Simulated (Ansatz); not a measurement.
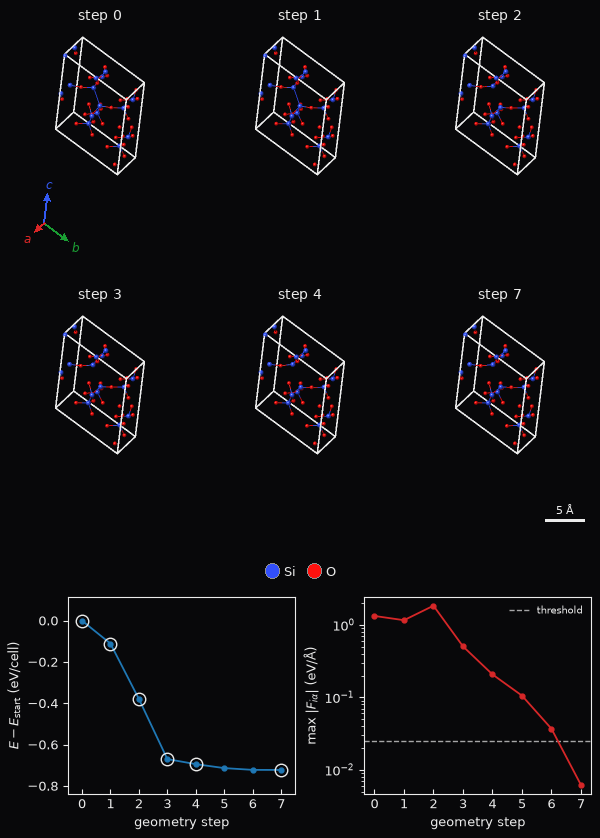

Frames of a relaxation of a defect cell of composition Si16O31 (cell charge +1), marked on the history of the run. Style: ball-and-stick. Shown: the cell of the calculation (origin shifted), slightly off an axis.

Case: O vacancy (site d), charge +1, atoms relaxed at the host's cell.

Method: DFT PBE, scalar-relativistic, plane waves, PAW in Ansatz. Set-up: plane-wave cutoff 420 eV; k-point mesh 2 × 2 × 2; occupations gaussian; smearing width 0.01 eV; collinear spin; atoms relaxed in a fixed cell; force threshold 0.025 eV/Å; at most 45 steps.

What happens along the run?

After 7 geometry steps the energy has fallen by 0.723 eV per cell of the calculation. The largest force component goes from 1.3 to 0.0062 eV/Å. The largest moves, 0.31 Å, are those of Si atoms. Largest moves by element: Si 0.31 Å, O 0.12 Å. The lattice vectors keep their values. Some distances before and after: Si–Si 2.520 → 3.143 Å, O–Si 1.645 → 1.600 Å, O–Si 1.634 → 1.663 Å, O–Si 1.626 → 1.615 Å. Bond angles that change, for instance: O–Si–O 106.3° → 114.6°, O–Si–O 106.8° → 114.8°, O–Si–O 106.3° → 114.3°. From step 0 to 1: Si atoms move most (0.04 Å), energy −0.111 eV per cell of the calculation. From step 1 to 2: Si atoms move most (0.20 Å), energy −0.268 eV per cell of the calculation. From step 2 to 3: O atoms move most (0.04 Å), energy −0.291 eV per cell of the calculation. From step 3 to 4: Si atoms move most (0.08 Å), energy −24.6 meV per cell of the calculation. From step 4 to 7: O atoms move most (0.05 Å), energy −28.0 meV per cell of the calculation.

Limits of the set-up: the cell is charged, on a uniform background, and energies carry no finite-size correction.
